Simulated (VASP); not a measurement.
```yaml
crystal:
  lattice:
    - [4.74529, 0.00000, 0.00000]
    - [-2.37264, 4.10954, 0.00000]
    - [0.00000, 0.00000, 2.47610]
  atoms:
    - { symbol: Al, position: [0.33333, 0.66667, 0.50000] }
    - { symbol: Al, position: [0.66667, 0.33333, 0.50000] }
    - { symbol: O, position: [0.50000, 0.50000, 0.00000] }
    - { symbol: O, position: [0.00000, 0.50000, 0.00000] }
    - { symbol: O, position: [0.50000, 0.00000, 0.00000] }
```

Space group P6/mmm; a structure from a database of computed crystals, not necessarily the ambient phase; a generated structure, not necessarily the stable one; computed pressure about 32 GPa in this cell.

All numbers below come from Kohn-Sham DFT of a periodic cell, PBE, VASP PAW PBE potentials, recommended in VASP.

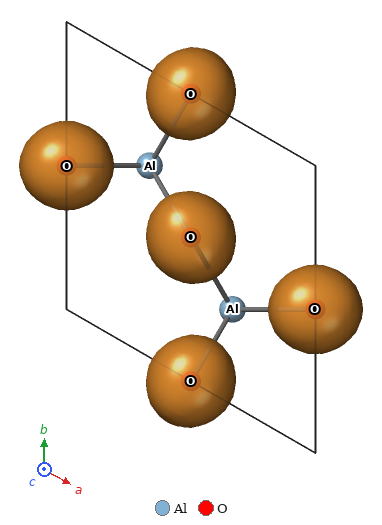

Al2O3. Isosurface of the valence pseudo-density at 1 e/Å³ (orange), seen along the c axis. Sticks mark near contacts.

Q: What does this surface tell about the bonding?

A: At this value the density breaks into separate islands; it holds about 60 % of the electrons treated as valence. It bridges none of the near contacts. It is pinched off along the shortest Al–O (1.85 Å) and Al–Al (2.48 Å) contacts. On the grid the lowest density along these lines, outside the cores, is 0.51 e/Å³ (Al–O, 1.85 Å) and 0.24 e/Å³ (Al–Al, 2.48 Å).

Q: Metal or insulator at this level of theory?

A: It is gapped, with a Kohn–Sham gap of 3.5 eV on the k-point mesh, an upper bound to the gap of this method.
